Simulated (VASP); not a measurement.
## GW-BSE spectrum of AlN

Wanted: the lowest vertical excitons of AlN and its absorption. The cell is of the zinc-blende type, one of the forms listed for this formula. The start is a computed cell from the Materials Project.

Calculated with VASP 6.6.1; PBE; plane waves and PAW (Al_GW, N_GW), in the first sound run; inputs show where later runs differ.

### Step 1. Starting point

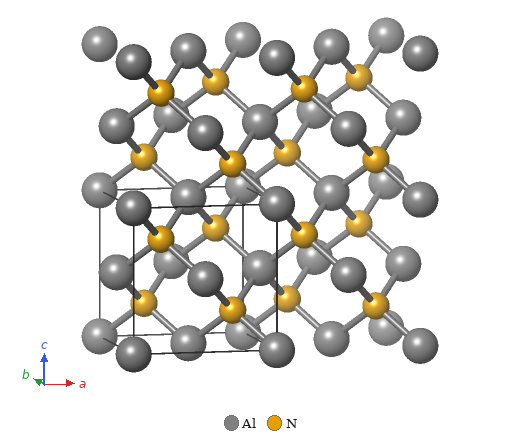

The cell as given, slightly off an axis (aluminium grey, nitrogen orange). 2×1×2 cells are drawn. This picture shows the conventional cell, with its axes. Bonds to atoms that aren't drawn are left out. Some periodic images of atoms are drawn too.

Coordinates:

```xyz
2
Lattice="0.0000 2.1840 2.1840 2.1840 0.0000 2.1840 2.1840 2.1840 0.0000" Properties=species:S:1:pos:R:3 pbc="T T T"
Al    0.0000    0.0000    0.0000
N     1.0920    1.0920    1.0920
```

### Step 2. Ground state

The orbitals come from a self-consistent PBE run with a tight EDIFF and a narrow smearing. KPOINTS_OPT adds the bands along a path, which shows whether the mesh holds the band edges.

Input file INCAR:

```
SYSTEM = AlN
PREC = Accurate
ENCUT = 450
EDIFF = 1E-08
NELM = 100
ISMEAR = 0
SIGMA = 0.01
LREAL = .FALSE.
ALGO = Normal
GGA = PE
NBANDS = 10
LORBIT = 11
LWAVE = .TRUE.
LCHARG = .FALSE.
KPAR = 8
```

Input file POSCAR:

```
AlN
1.0
    0.0000000000      2.1839935596      2.1839935596
    2.1839935596      0.0000000000      2.1839935596
    2.1839935596      2.1839935596      0.0000000000
Al N
1 1
Direct
    0.0000000000      0.0000000000      0.0000000000
    0.2500000000      0.2500000000      0.2500000000
```

Input file KPOINTS:

```
Automatic mesh
0
Gamma
10 10 10
0 0 0
```

Input file KPOINTS_OPT:

```
Line mode
12
Line-mode
Reciprocal
  0.00000000   0.00000000   0.00000000 GAMMA
  0.50000000   0.00000000   0.50000000 X

  0.50000000   0.00000000   0.50000000 X
  0.50000000   0.25000000   0.75000000 W

  0.50000000   0.25000000   0.75000000 W
  0.37500000   0.37500000   0.75000000 K

  0.37500000   0.37500000   0.75000000 K
  0.00000000   0.00000000   0.00000000 GAMMA

  0.00000000   0.00000000   0.00000000 GAMMA
  0.50000000   0.50000000   0.50000000 L

  0.50000000   0.50000000   0.50000000 L
  0.62500000   0.25000000   0.62500000 U

  0.62500000   0.25000000   0.62500000 U
  0.50000000   0.25000000   0.75000000 W

  0.50000000   0.25000000   0.75000000 W
  0.50000000   0.50000000   0.50000000 L

  0.50000000   0.50000000   0.50000000 L
  0.37500000   0.37500000   0.75000000 K

  0.62500000   0.25000000   0.62500000 U
  0.50000000   0.00000000   0.50000000 X
```

Potentials, in the order of the species: Al_GW and N_GW (PBE family, release 64).

Launch:

```bash
> mpirun -np 8 vasp_std
```

The program printed:

```text
[banner, memory and clock lines left out]
running    8 mpi-ranks, on    1 nodes
 distrk:  each k-point on    1 cores,    8 groups
 distr:  one band on    1 cores,    1 groups

 POSCAR found type information on POSCAR AlN
 POSCAR found :  2 types and       2 ions
|                                                                             |
|           W    W    AA    RRRRR   N    N  II  N    N   GGGG   !!!           |
|           W    W   A  A   R    R  NN   N  II  NN   N  G    G  !!!           |
|           W    W  A    A  R    R  N N  N  II  N N  N  G       !!!           |
|           W WW W  AAAAAA  RRRRR   N  N N  II  N  N N  G  GGG   !            |
|           WW  WW  A    A  R   R   N   NN  II  N   NN  G    G                |
|           W    W  A    A  R    R  N    N  II  N    N   GGGG   !!!           |
|                                                                             |
|     For optimal performance we recommend to set                             |
|       NCORE = 2 up to number-of-cores-per-socket                            |
|     NCORE specifies how many cores store one orbital (NPAR=cpu/NCORE).      |
|     This setting can greatly improve the performance of VASP for DFT.       |
|     The default, NCORE=1 might be grossly inefficient on modern             |
|     multi-core architectures or massively parallel machines. Do your        |
|     Unfortunately you need to use the default for GW and RPA                |
|     calculations (for HF NCORE is supported but not extensively tested      |
|     yet).                                                                   |
|                                                                             |

 LDA part: xc-table for (Slater+PW92), standard interpolation
 POSCAR, INCAR and KPOINTS ok, starting setup
 FFT: planning ... GRIDC
 FFT: planning ... GRID_SOFT
 FFT: planning ... GRID
 WAVECAR not read
 entering main loop
       N       E                     dE             d eps       ncg     rms          rms(c)
DAV:   1     0.162744870221E+02    0.16274E+02   -0.44071E+03   972   0.652E+02
DAV:   2    -0.162015016266E+02   -0.32476E+02   -0.30732E+02  1162   0.174E+02
DAV:   3    -0.172175277378E+02   -0.10160E+01   -0.10141E+01  1166   0.260E+01
DAV:   4    -0.172234502720E+02   -0.59225E-02   -0.59214E-02  1180   0.243E+00
DAV:   5    -0.172235380860E+02   -0.87814E-04   -0.87813E-04  1192   0.261E-01    0.855E+00
DAV:   6    -0.148877679428E+02    0.23358E+01   -0.12248E+01  1264   0.249E+01    0.219E+00
DAV:   7    -0.148700240876E+02    0.17744E-01   -0.91653E-02  1082   0.271E+00    0.141E+00
DAV:   8    -0.148634402028E+02    0.65839E-02   -0.27016E-02  1002   0.282E+00    0.197E-01
DAV:   9    -0.148631195561E+02    0.32065E-03   -0.18024E-03  1436   0.377E-01    0.667E-02
DAV:  10    -0.148632505797E+02   -0.13102E-03   -0.14874E-04  1040   0.916E-02    0.150E-02
DAV:  11    -0.148632490085E+02    0.15712E-05   -0.48963E-06  1224   0.222E-02    0.321E-03
DAV:  12    -0.148632491963E+02   -0.18779E-06   -0.52882E-07  1046   0.611E-03    0.630E-04
DAV:  13    -0.148632491880E+02    0.82633E-08   -0.74572E-09   868   0.687E-04
   1 F= -.14863249E+02 E0= -.14863249E+02  d E =-.102650E-19
 Start KPOINTS_OPT (optional k-point list driver)
k-point batch [1-47\120]
       N       E                     dE             ncg
DAV:   1     0.130960749302E+04   -0.11690E+05      940
DAV:   2     0.353321472566E+01   -0.13061E+04     1272
DAV:   3    -0.371051293908E+02   -0.40638E+02     1162
DAV:   4    -0.373578509674E+02   -0.25272E+00     1122
DAV:   5    -0.373628647487E+02   -0.50138E-02     1186
DAV:   6    -0.373629820903E+02   -0.11734E-03     1192
DAV:   7    -0.373629847395E+02   -0.26492E-05     1258
DAV:   8    -0.373629847990E+02   -0.59466E-07     1094
DAV:   9    -0.373629848007E+02   -0.17414E-08      844
[...]
k-point batch [95-120\120]
       N       E                     dE             ncg
DAV:   1     0.822073242039E+04   -0.80791E+04      536
DAV:   2     0.752328506038E+04   -0.69745E+03      670
DAV:   3     0.750322012941E+04   -0.20065E+02      616
DAV:   4     0.750307110159E+04   -0.14903E+00      692
DAV:   5     0.750306900589E+04   -0.20957E-02      652
DAV:   6     0.750306896010E+04   -0.45790E-04      728
DAV:   7     0.750306895951E+04   -0.59313E-06      658
DAV:   8     0.750306895951E+04   -0.33542E-08      672
 writing wavefunctions
```

It took 6.2 s on 8 MPI ranks of AMD EPYC 7R43, shared host; peak memory 0.96 GiB.

The logs omit lines about the potential files and the build; timing stands in the text.

OUTCAR, selected parts (step 2):

```text
ion  position               nearest neighbor table
   1  0.000  0.000  0.000-   2 1.89   2 1.89   2 1.89   2 1.89
   2  0.250  0.250  0.250-   1 1.89   1 1.89   1 1.89   1 1.89

  LATTYP: Found a face centered cubic cell.
 ALAT       =     4.3679871192

 Subroutine GETGRP returns: Found 24 space group operations
 (whereof 24 operations were pure point group operations)

The static configuration has the point symmetry T_d .

 Found     47 irreducible k-points:

   k-points           NKPTS =     47   k-points in BZ     NKDIM =     47   number of bands    NBANDS=     10

   dimension x,y,z NGX =    24 NGY =   24 NGZ =   24
   dimension x,y,z NGXF=    48 NGYF=   48 NGZF=   48

   ENCUT  =  450.0 eV  33.07 Ry    5.75 a.u.   5.34  5.34  5.34*2*pi/ulx,y,z

   NELECT =       8.0000    total number of electrons

 k-points in reciprocal lattice and weights: Automatic mesh
   0.00000000  0.00000000  0.00000000       0.001
   0.10000000  0.00000000  0.00000000       0.008
   0.20000000  0.00000000  0.00000000       0.008
   0.30000000  0.00000000  0.00000000       0.008
   0.40000000  0.00000000  0.00000000       0.008
   0.50000000  0.00000000  0.00000000       0.004
   0.10000000  0.10000000  0.00000000       0.006
   0.20000000  0.10000000  0.00000000       0.024
   0.30000000  0.10000000  0.00000000       0.024
[...]
-0.30000000  0.40000000  0.20000000       0.024
  -0.30000000  0.50000000  0.20000000       0.012

 average (electrostatic) potential at core
       1 -49.9843       2 -60.0283

 E-fermi :   5.0094

 k-point     1 :       0.0000    0.0000    0.0000
  band No.  band energies     occupation
      1     -10.0387      2.00000
      2       4.9502      2.00000
      3       4.9502      2.00000
      4       4.9502      2.00000
      5       9.1378      0.00000
      6      17.5010      0.00000
      7      17.5010      0.00000
      8      17.5010      0.00000
      9      22.6308      0.00000
    ...

 k-point     2 :       0.1000    0.0000    0.0000
  band No.  band energies     occupation
      1      -9.8924      2.00000
      2       4.1378      2.00000
      3       4.8988      2.00000
      4       4.8988      2.00000
      5       9.7993      0.00000
      6      17.1137      0.00000
      7      17.6348      0.00000
      8      17.6348      0.00000
      9      21.3755      0.00000
    ...

 k-point     3 :       0.2000    0.0000    0.0000
  band No.  band energies     occupation
      1      -9.4763      2.00000
      2       2.5311      2.00000
      3       4.7695      2.00000
      4       4.7695      2.00000
      5      10.9244      0.00000
      6      16.3142      0.00000
      7      17.5664      0.00000
      8      17.5664      0.00000
      9      20.8430      0.00000
    ...

  Total        0.3198326      0.3198326      0.3198326      0.0000000      0.0000000     -0.0000000
  in kB       24.5951383     24.5951383     24.5951383      0.0000000      0.0000000     -0.0000000
  external PRESSURE =      24.5951383 kB  Pullay stress =       0.0000000 kB

  energy-cutoff  :      450.00
  volume of cell :       20.83
      direct lattice vectors                 reciprocal lattice vectors
     0.000000000  2.183993560  2.183993560    -0.228938404  0.228938404  0.228938404
     2.183993560  0.000000000  2.183993560     0.228938404 -0.228938404  0.228938404
     2.183993560  2.183993560  0.000000000     0.228938404  0.228938404 -0.228938404

 POSITION                                       TOTAL-FORCE (eV/Angst)
 -----------------------------------------------------------------------------------
      0.00000      0.00000      0.00000         0.000000      0.000000      0.000000
      1.09200      1.09200      1.09200        -0.000000     -0.000000     -0.000000
 -----------------------------------------------------------------------------------
    total drift:                               -0.000000     -0.000000     -0.000000

  FREE ENERGIE OF THE ION-ELECTRON SYSTEM (eV)
  ---------------------------------------------------
  free  energy   TOTEN  =       -14.8632491880 eV

  energy  without entropy=      -14.8632491880  energy(sigma->0) =      -14.86324919

 total charge
# of ion       s       p       d       tot
------------------------------------------
    1        0.438   0.559   0.216   1.213
    2        1.193   2.570   0.000   3.763
--------------------------------------------------
tot          1.631   3.129   0.216   4.976

[... 3 further parts left out ...]
```

Numbers from this step:

| Property | Result |
| --- | --- |
| free energy (TOTEN) | -14.86 eV |
| Fermi energy | 5.009 eV |
| pressure | 2.460 GPa |
| least gap on mesh and path | 3.316 eV |
| least direct gap on mesh and path | 4.188 eV |

The highest empty bands on the path are converged less tightly, to about 0.1 eV. Electronic bands along the path, in eV, zero at the valence-band top; v1 is the highest filled band, c1 the lowest empty one:

```csv
point,v3,v2,v1,c1,c2
Γ,0.00,0.00,0.00,4.19,12.55
X,-4.91,-1.78,-1.78,3.32,8.61
W,-3.78,-3.44,-2.70,6.05,11.42
K,-4.26,-3.64,-1.37,5.16,10.10
Γ,0.00,0.00,0.00,4.19,12.55
L,-5.86,-0.48,-0.48,7.37,9.86
U,-4.26,-3.64,-1.37,5.16,10.10
W,-3.78,-3.44,-2.70,6.05,11.42
L,-5.86,-0.48,-0.48,7.37,9.86
K,-4.26,-3.64,-1.37,5.16,10.10
jump to U,-4.26,-3.64,-1.37,5.16,10.10
X,-4.91,-1.78,-1.78,3.32,8.61
```

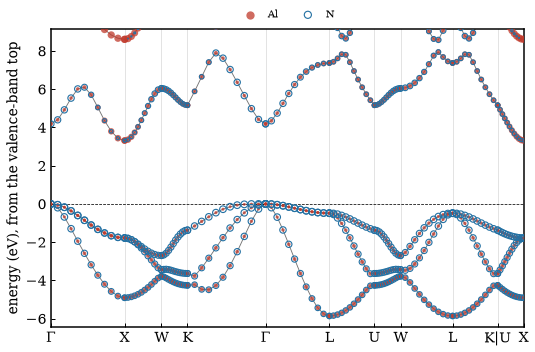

Electronic bands along the path; dots are coloured as in the legend, and their area grows with the weight.

The cell has a gap of 3.32 eV on mesh and path and a pressure of +2.5 GPa, which holds the misfit of the given cell and coordinates with this functional, and any error of cutoff, mesh and data sets.

### Step 3. Empty bands

The next step needs empty bands that the ground-state run didn't converge, so the Hamiltonian is diagonalised exactly for NBANDS bands, in a single step. LOPTICS writes the k-derivatives of the orbitals (WAVEDER), which give the long-wavelength limit of the screening.

Input file INCAR:

```
SYSTEM = AlN
PREC = Accurate
ENCUT = 450
ISMEAR = 0
SIGMA = 0.01
LREAL = .FALSE.
GGA = PE
NBANDS = 48
ALGO = Exact
NELM = 1
LWAVE = .TRUE.
LCHARG = .FALSE.
LOPTICS = .TRUE.
NEDOS = 1000
CSHIFT = 0.1
```

POSCAR is that of step 2.

KPOINTS is that of step 2.

Launch:

```bash
> mpirun -np 8 vasp_std
```

The program printed:

```text
[banner, memory and clock lines left out]
running    8 mpi-ranks, on    1 nodes
 distrk:  each k-point on    8 cores,    1 groups
 distr:  one band on    1 cores,    8 groups

 POSCAR found type information on POSCAR AlN
 POSCAR found :  2 types and       2 ions
 [... a notice as in an earlier step ...]

 LDA part: xc-table for (Slater+PW92), standard interpolation
 found WAVECAR, reading the header
  number of bands has changed, file:    10 present:    48
  trying to continue reading WAVECAR, but it might fail
 POSCAR, INCAR and KPOINTS ok, starting setup
 FFT: planning ... GRIDC
 FFT: planning ... GRID_SOFT
 FFT: planning ... GRID
 reading WAVECAR
 random initialization beyond band           10
 the WAVECAR file was read successfully
 initial charge from wavefunction
 entering main loop
       N       E                     dE             d eps       ncg     rms          rms(c)
DIA:   1    -0.148632491918E+02   -0.14863E+02    0.00000E+00     0   0.000E+00
   1 F= -.14863249E+02 E0= -.14863249E+02  d E =-.117072E-76
 writing wavefunctions
 optical routines
 imaginary and real dielectric function
 recalculating local potential from charge density
 direction            1
 direction            2
 direction            3
```

Run time: 8 s. Hardware: 8 MPI ranks; peak memory 0.83 GiB; 52 s of CPU time.

From OUTCAR (step 3):

```text
The static configuration has the point symmetry T_d .

 Found     47 irreducible k-points:

   k-points           NKPTS =     47   k-points in BZ     NKDIM =     47   number of bands    NBANDS=     48

   NELECT =       8.0000    total number of electrons

 E-fermi :   5.0791

 k-point     1 :       0.0000    0.0000    0.0000
  band No.  band energies     occupation
      1     -10.0386      2.00000
      2       4.9502      2.00000
      3       4.9502      2.00000
      4       4.9502      2.00000
      5       9.1378      0.00000
      6      17.5010      0.00000
      7      17.5010      0.00000
      8      17.5010      0.00000
      9      22.6308      0.00000
    ...

 k-point     2 :       0.1000    0.0000    0.0000
  band No.  band energies     occupation
      1      -9.8924      2.00000
      2       4.1379      2.00000
      3       4.8989      2.00000
      4       4.8989      2.00000
      5       9.7993      0.00000
      6      17.1137      0.00000
      7      17.6348      0.00000
      8      17.6348      0.00000
      9      21.3755      0.00000
    ...

  Total        0.3196972      0.3196972      0.3196972      0.0000000     -0.0000000      0.0000000
  in kB       24.5847256     24.5847256     24.5847256      0.0000000     -0.0000000      0.0000000
  external PRESSURE =      24.5847256 kB  Pullay stress =       0.0000000 kB

 POSITION                                       TOTAL-FORCE (eV/Angst)
 -----------------------------------------------------------------------------------
      0.00000      0.00000      0.00000         0.000000     -0.000000     -0.000000
      1.09200      1.09200      1.09200        -0.000000      0.000000      0.000000
 -----------------------------------------------------------------------------------
    total drift:                               -0.000000     -0.000000     -0.000000

  FREE ENERGIE OF THE ION-ELECTRON SYSTEM (eV)
  ---------------------------------------------------
  free  energy   TOTEN  =       -14.8632491918 eV

  energy  without entropy=      -14.8632491918  energy(sigma->0) =      -14.86324919

 plasma frequency squared (from intraband transitions) (eV^2)
  --------------------------------------------------------------------------------------
       0.000      -0.000      -0.000
      -0.000       0.000       0.000
      -0.000       0.000       0.000

[... 8 parts as in an earlier step ...]

[... 4 further parts left out ...]
```

WAVECAR now holds 48 bands for 8 electrons. Its independent-particle dielectric tensor has xx, yy, zz = 4.7, 4.7, 4.7 on this mesh, which isn't tested for convergence in mesh or bands and lacks local fields.

[end of part 1 of 4]

[Lines on the potential files, build, host, timing and source positions are cut from VASP's logs without a mark.]

[Logs are printed without paths, hosts, clocks, repeated set-up lines and the standing remarks that a program may print on its own settings, such as how far it seeks lower states.]

[Hosts, paths, dates, database ids (printed as entryN), source tags and the programs' standing remarks are cut or masked in the printed files.]

[Pressures printed for these runs are not shown converged in the cutoff: they can be off by several GPa and have the wrong sign.]
